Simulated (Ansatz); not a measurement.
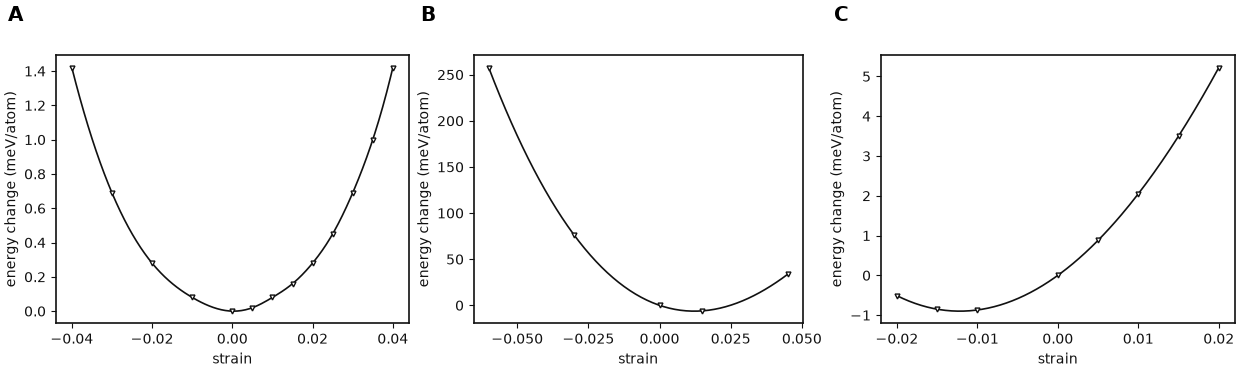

Each panel shows the energy change against strain for one of these solids: Bi, Im-3m (No. 229), 31.1 Å³/atom, strain pattern [1, -1, 0, 0, 0, 0]; PtSe₂, P-3m1 (No. 164), 20.3 Å³/atom, strain pattern [1, 1, 0, 0, 0, 0]; Si, I4/mmm (No. 139), 14.0 Å³/atom, strain pattern [0, 1, 0, 0, 0, 0].

Computed with Ansatz 0.2.0: homogeneous strain of a crystal along one Voigt pattern with engineering shear, fractional coordinates fixed, by plane-wave density functional theory with PAW datasets, free energies less that of the undisturbed cell, pressure positive in compression; scalar-relativistic. Level: PBE with D3(BJ), no spin polarisation.

Match the panels to the solids.

Answer. A is Bi (energy change from 0.00 meV/atom to 1.42 meV/atom); B is PtSe₂ (energy change from −6 meV/atom to 258 meV/atom); C is Si (energy change from −0.87 meV/atom to 5.22 meV/atom).

For Bi, limits of the calculation: reference crystal is not relaxed.

For PtSe₂, limits of the calculation: reference crystal is not relaxed.

For Si, limits of the calculation: reference crystal is not relaxed.
